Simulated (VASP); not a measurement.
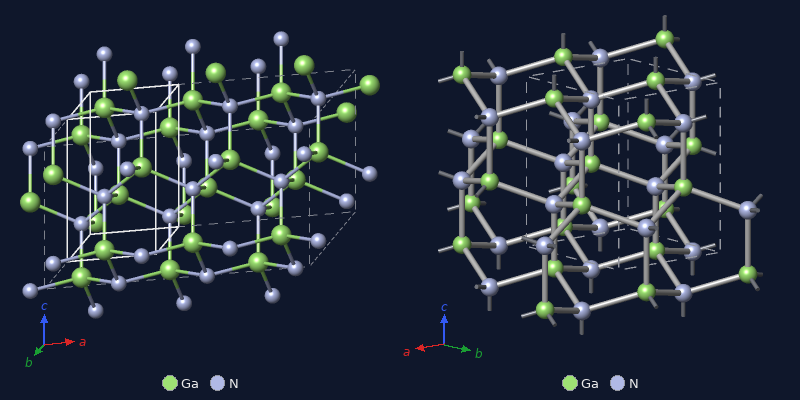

Left: the structure. Right: its underlying net. Nodes are coloured by element. Edges to nodes outside the piece are drawn as stubs.

System GaN (space group P6_3mc, No. 186); source of the atomic positions: coordinates from a relaxation with VASP Kohn-Sham DFT of a periodic cell, MS2, VASP PAW PBE potentials, recommended (VASP).

Bonds are taken as Ga–N below 2.2 Å. The graph is simplified in the usual way: terminal and isolated atoms are pruned, two-connected atoms become edges.

The result is a uninodal 4-connected, three-periodic net: Ga and N are 4-connected nodes. It is the lon net, known from lonsdaleite, wurtzite and tridymite. It is a single net, without interpenetration.

```csv
node,links,point symbol,coordination sequence
Ga and N,4,6^6,4 12 25 44 67 96 130 170
```
